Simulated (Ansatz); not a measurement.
# Run report: ZrO4, single-point calculation

System: ZrO4 (Pnnm, 10 atoms in the cell).
Method: DFT PBE, scalar-relativistic, plane waves, PAW, no spin polarisation (Ansatz 0.2.0).

The structure was made by a generator, so it may or may not be a known phase. Figures and captions count atoms from 1; the log counts them from 0 in places.

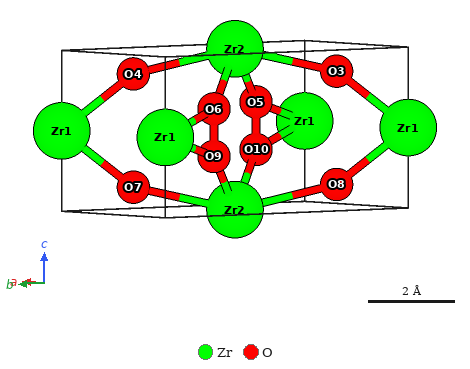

The structure (ball-and-stick view of the cell of the calculation, seen at an oblique angle; atoms are numbered from 1 in the order of the input). An atom can appear more than once, as a periodic image.

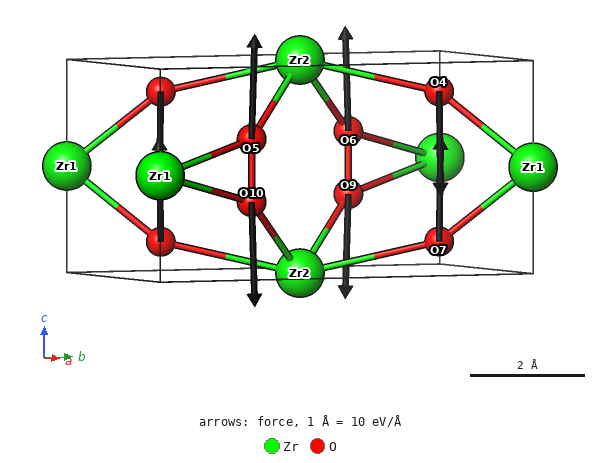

Forces on the atoms as black arrows (ball-and-stick view of the cell of the calculation, seen at an oblique angle; atoms are numbered from 1 in the order of the input). The largest act on all 8 O atoms (18.69 eV/Å). The geometry is not a stationary point of this energy.

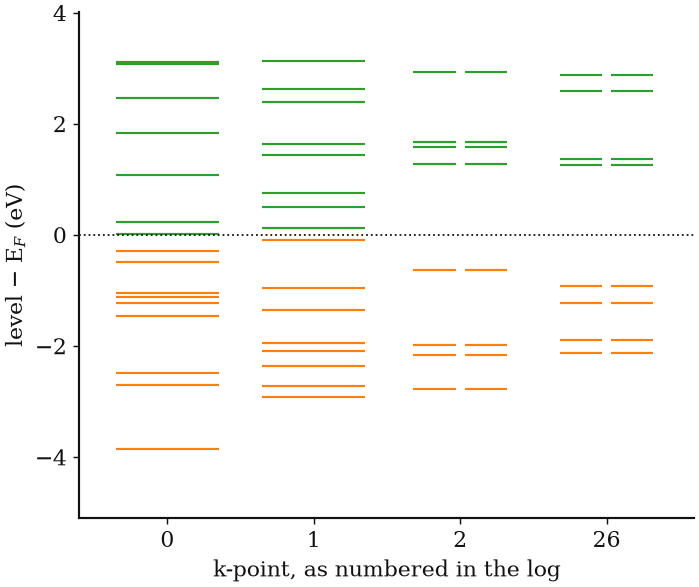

Kohn–Sham levels near the Fermi level (dotted) at the few k-points that the log prints; levels within 0.02 eV of each other stand side by side. The system is metallic on the full mesh.

The input and output of the run follow.

Input file:
```yaml
crystal:
  lattice:
    - [3.88995058, 0.0, 0.0]
    - [0.0, 7.28484865, 0.0]
    - [0.0, 0.0, 3.77364417]
  atoms:
    - { symbol: Zr, position: [0.0, 0.0, 0.5] }
    - { symbol: Zr, position: [0.5, 0.5, 0.0] }
    - { symbol: O, position: [0.24447472, 0.19075057, 0.85213794] }
    - { symbol: O, position: [0.75552528, 0.80924943, 0.85213794] }
    - { symbol: O, position: [0.74447472, 0.30924943, 0.64786206] }
    - { symbol: O, position: [0.25552528, 0.69075057, 0.64786206] }
    - { symbol: O, position: [0.75552528, 0.80924943, 0.14786206] }
    - { symbol: O, position: [0.24447472, 0.19075057, 0.14786206] }
    - { symbol: O, position: [0.25552528, 0.69075057, 0.35213794] }
    - { symbol: O, position: [0.74447472, 0.30924943, 0.35213794] }
basis:
  ecutwfc: 420
kpoints:
  mp_grid: { grid: [4, 4, 4] }
hamiltonian:
  xc: pbe
scf:
  occupations: { method: gaussian, width: 0.1 }
  lower_state_search: "off"
output:
  forces: true
  stress: true
  eigenvalues: true
```

Run as:
```bash
ansatz run input.yaml --threads 1 --pin off --max-ram 2560MiB --backend cpu --events-out ev --progress --plain --runs-dir out
```

Output:
```
Engine: ansatz 0.2.0, x86_64-unknown-linux-gnu
Pseudopotentials: kind: paw
Pseudopotential: Zr, paw, valence charge 12, recommended cutoff 420 eV (normal), Zr.paw.azcp
Pseudopotential: O, paw, valence charge 6, recommended cutoff 420 eV (normal), O.paw.azcp
Functional definition: PBE
  parameter kappa = 0.804
  parameter beta = 0.06672455060314922
  exchange = pbe_x(kappa = kappa, mu = beta*pi^2/3)
  correlation = pbe_c(beta = beta)
Crystal: 10 atoms, lattice volume = 106.936 Å³
Basis set: ecut = 420 eV, 2085 PW (Γ), exchange–correlation on 54×100×54 points (8 copies of the dense FFT grid, shifted against one another)
Bands: 46, of which v1, the nominal top of the filled ones, is band 36 counted from 1 (35 counted from 0)
Symmetry: 8 space group operations
Space group: Pnnm (ITA 58), of the structure as read, at distance tolerance 4.7e-5 Å
k-points: 27 of 64
Non-local potential: Zr, projectors of the file, l = 0: 3, l = 1: 2, l = 2: 2, l = 3: 2
Non-local potential: O, projectors of the file, l = 0: 2, l = 1: 2, l = 2: 1
PAW form: soft (Blöchl's): semilocal exchange-correlation on the pseudo side does not see the compensation charge
PAW one-centre angular grid: Zr, 590 points (default); XC on 64 Gauss nodes
PAW one-centre angular grid: O, 110 points (default); XC on 64 Gauss nodes
Initial density: superposition of atomic densities (neutral atoms: chi_scale 0, normalization atom), corrected by the library's trained network
Initial wavefunctions: pseudopotential atomic-orbital guess
Functional: x = pbe(κ = 0.804, μ = 0.2195149727645171), c = pbe(β = 0.06672455060314922)
SCF iter   1: F=—  HF=-12885.580070 eV  |F-HF|=—  |Δ(HF+E_count)|=         —  Δρ=1.18e-2  dr2=1.23e-1  ethr=1.77e-3  ⟨swp⟩=5.9  Hψ=5020  notcnv=0
preconditioner: auto → LDOS  [metal: Δε(μ)=0.039 eV  Ē_g=10.471 eV  σ=0.100 eV  W_gap=0.21  n_scr=36 (ndim 8)  ℏωp=24.9 eV  f_vac=0.013  D(μ)=2.83/eV (n_scr^D=16)  β→1.0]
SCF iter   2: F=—  HF=-12885.587745 eV  |F-HF|=—  |Δ(HF+E_count)|=   7.68e-3  Δρ=5.33e-3  dr2=3.16e-2  ethr=1.71e-4  ⟨swp⟩=2.0  Hψ=2320  notcnv=0  defer=56
SCF iter   3: F=—  HF=-12885.582425 eV  |F-HF|=—  |Δ(HF+E_count)|=   5.32e-3  Δρ=1.37e-3  dr2=2.16e-3  ethr=4.38e-5  ⟨swp⟩=2.0  Hψ=1840  notcnv=0  defer=56
SCF iter   4: F=—  HF=-12885.582300 eV  |F-HF|=—  |Δ(HF+E_count)|=   1.25e-4  Δρ=2.83e-4  dr2=6.09e-5  ethr=3.00e-6  ⟨swp⟩=2.1  Hψ=1695  notcnv=0  defer=56
SCF iter   5: F=—  HF=-12885.582505 eV  |F-HF|=—  |Δ(HF+E_count)|=   2.05e-4  Δρ=5.43e-5  dr2=3.14e-6  ethr=8.46e-8  ⟨swp⟩=2.0  Hψ=1827  notcnv=0  defer=56
SCF iter   6: F=—  HF=-12885.582508 eV  |F-HF|=—  |Δ(HF+E_count)|=   3.04e-6  Δρ=1.80e-5  dr2=2.37e-7  ethr=4.36e-9  ⟨swp⟩=2.0  Hψ=2099  notcnv=0  defer=56
SCF iter   7: F=-12885.582508 eV  HF=-12885.582508 eV  |F-HF|=2.64e-9  |Δ(HF+E_count)|=   1.29e-7  Δρ=3.37e-6  dr2=1.13e-8  ethr=1.39e-10  ⟨swp⟩=9.7  Hψ=5004  notcnv=0
SCF 1 converged in 7 iterations: F = -12885.582508 eV  dr2 = 1.13e-8
  greatest PAW one-centre occupation: 0.996 electrons in one spin orbital (limit 2), on the Zr atom at site 1 (counted from 0), in its partial waves of l = 0
SCF converged after 7 iterations
Free energy (F): -12885.582508 eV
Harris-Foulkes:  -12885.582508 eV  (|F-HF|=2.64e-9)
Internal energy: -12885.566919 eV  (E = F + TS)
E sigma→0 (E₀):  -12885.574714 eV
Entropy (-TS):   -0.015589 eV (-1.559 meV/atom)
Fermi energy:    11.607006 eV
--- Per-component energies (eV) ---
  E_band       = -337.722604
  E_kinetic    = 2113.660648
  E_local      = -4522.686679  (includes V_loc(G=0)·N_el)
  E_nonlocal   = 559.991799
  E_hartree    = 1550.817343
  E_xc         = -911.998911
  E_vxc        = -1133.383727  (∫ρ·V_xc dr)
  E_paw        = -7182.040270  (= ΣΔE_a)
  E_vpaw       = -456.954569  (= ΣTr[D̂ρ^β])
  E_aug_tail   = 0.020360  (compensation charges beyond the density's cutoff)
  E_ewald      = -4493.331209
  E_smearing   = -0.015589  (= −TS)
  E_closure    = 0.000000  (closes the sum)
  Σ components = -12885.582508   (vs F -12885.582508, Δ=0.00e0)
--- Forces (eV/Å), atoms counted from 1 ---
  atom   1  Zr    -0.00000000    -0.00000000     0.00000000
  atom   2  Zr     0.00000000    -0.00000000     0.00000000
  atom   3  O      0.34179343    -0.46302908   -18.68029180
  atom   4  O     -0.34179343     0.46302908   -18.68029180
  atom   5  O      0.34179343     0.46302908    18.68029180
  atom   6  O     -0.34179343    -0.46302908    18.68029180
  atom   7  O     -0.34179343     0.46302908    18.68029180
  atom   8  O      0.34179343    -0.46302908    18.68029180
  atom   9  O     -0.34179343    -0.46302908   -18.68029180
  atom  10  O      0.34179343     0.46302908   -18.68029180
  max |Σ_I F_I| component: 3.55e-15 eV/Å
--- Stress (GPa, compression-positive) ---
       33.177491       0.000000       0.000000
        0.000000      -5.714463       0.000000
        0.000000       0.000000     142.152374
  P = ⅓ Tr σ = 56.5385 GPa (565.385 kbar)
--- Band table (eV; the first three rows and the last of 27) ---
  k-point 0: bands = ["-38.5495", "-38.5449", "-19.4747", "-19.0535", "-18.6923", "-18.5409", "-16.7807", "-16.6609", "-16.6247", "-16.5933", "-16.3607", "-16.1808", "-4.7897", "-4.1625", "-2.9728", "-2.4219", "-0.2355", "-0.1402", "0.4708", "0.5963", "0.7390", "0.8466", "1.4989", "2.0077", "2.1258", "2.7518", "3.1897", "3.4768", "7.7514", "8.8988", "9.1233", "10.1527", "10.3872", "10.4879", "10.5584", "11.1164", "11.3256", "11.6217", "11.8393", "12.6935", "13.4399", "14.0715", "14.6825", "14.7256", "17.7426", "17.7613"]
  k-point 1: bands = ["-38.5450", "-38.5417", "-19.2864", "-19.0933", "-18.7629", "-18.6844", "-16.8186", "-16.5877", "-16.5143", "-16.5010", "-16.4515", "-16.3676", "-4.5324", "-4.4780", "-3.5947", "-3.2572", "0.4052", "0.8266", "0.9168", "1.0835", "1.1069", "1.3182", "1.3629", "1.6412", "2.4561", "2.7900", "2.8652", "2.9359", "8.6813", "8.8845", "9.2395", "9.5102", "9.6666", "10.2584", "10.6553", "11.5126", "11.7296", "12.1023", "12.3687", "13.0536", "13.2518", "13.9948", "14.2374", "14.7352", "16.7126", "16.8817"]
  k-point 2: bands = ["-38.5395", "-38.5395", "-19.0441", "-19.0441", "-18.8851", "-18.8851", "-16.7409", "-16.7409", "-16.5277", "-16.5277", "-16.3865", "-16.3865", "-4.5797", "-4.5797", "-3.8185", "-3.8185", "0.6720", "0.6720", "1.2524", "1.2524", "1.7588", "1.7588", "2.0039", "2.0039", "2.6080", "2.6080", "2.6088", "2.6088", "8.8309", "8.8309", "9.4442", "9.4442", "9.6313", "9.6313", "10.9772", "10.9772", "12.8797", "12.8797", "13.1922", "13.1922", "13.2860", "13.2860", "14.5463", "14.5463", "16.1471", "16.1471"]
  k-point 26: bands = ["-38.5359", "-38.5359", "-19.0034", "-19.0034", "-18.8763", "-18.8763", "-16.7807", "-16.7807", "-16.5684", "-16.5684", "-16.3978", "-16.3978", "-4.6674", "-4.6674", "-4.0103", "-4.0103", "0.6701", "0.6701", "1.2814", "1.2814", "1.9556", "1.9556", "2.2092", "2.2092", "2.3071", "2.3071", "2.4822", "2.4822", "9.4852", "9.4852", "9.7141", "9.7141", "10.3809", "10.3809", "10.6857", "10.6857", "12.8631", "12.8631", "12.9771", "12.9771", "14.1940", "14.1940", "14.4797", "14.4797", "16.3834", "16.3834"]
```

Key numbers:

```csv
quantity,value
outcome,converged
space group (tolerance 0.01 Å),Pnnm (58)
electrons treated,72
free energy,−12885.5825 eV
Fermi energy,11.607 eV
gap on the k-point mesh,none (metallic)
pressure,56.54 GPa
largest force (length of the vector),18.689 eV/Å
hardware,"1 thread of Intel Xeon (Sapphire Rapids), 16 GiB of memory available, shared host"
wall time,11 s
peak memory,0.46 GiB
```
